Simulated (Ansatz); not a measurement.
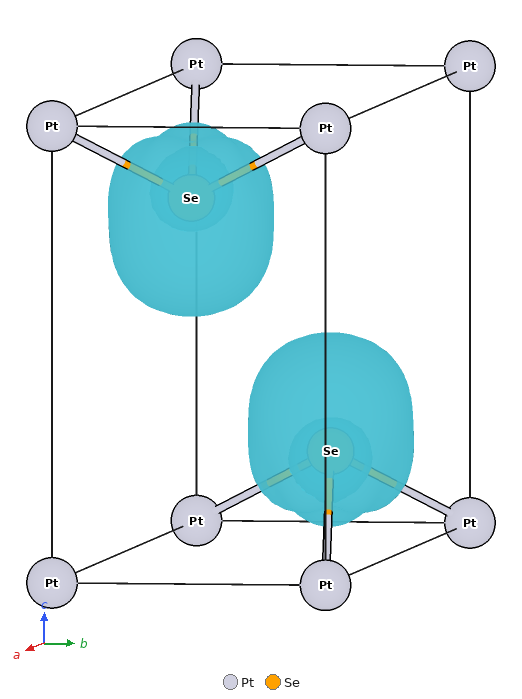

Figure. PtSe2. Isosurface of the ELF at 0.65 (cyan), seen at an oblique angle. Core shells and regions of very low density are left out. Sticks mark near contacts.

Space group P-3m1; a structure from a database of computed crystals, not necessarily the ambient phase.

These are results of DFT PBE, scalar-relativistic, plane waves, PAW in Ansatz, not measurements.

```
CELL_PARAMETERS angstrom
3.75156 0.00000 0.00000
-1.87578 3.24895 0.00000
0.00000 0.00000 6.50133
ATOMIC_POSITIONS crystal
Pt 0.00000 0.00000 0.00000
Se 0.66667 0.33333 0.79903
Se 0.33333 0.66667 0.20097
```

Where are the electrons localised?

Answer. The ELF exceeds this value in two regions wrapped around Se (the valence shell of each), counted in one cell of 3 atoms. Any copies at cell faces, edges or corners count once. Profiles from the grid: Pt–Se (2.53 Å): the ELF is about 0.50 at the midpoint.

Does the calculation make it a metal, or give it a gap?

Answer. It is gapped, with a Kohn–Sham gap of 0.88 eV on the k-point mesh (the band edges may lie off the mesh, which would make the gap smaller).
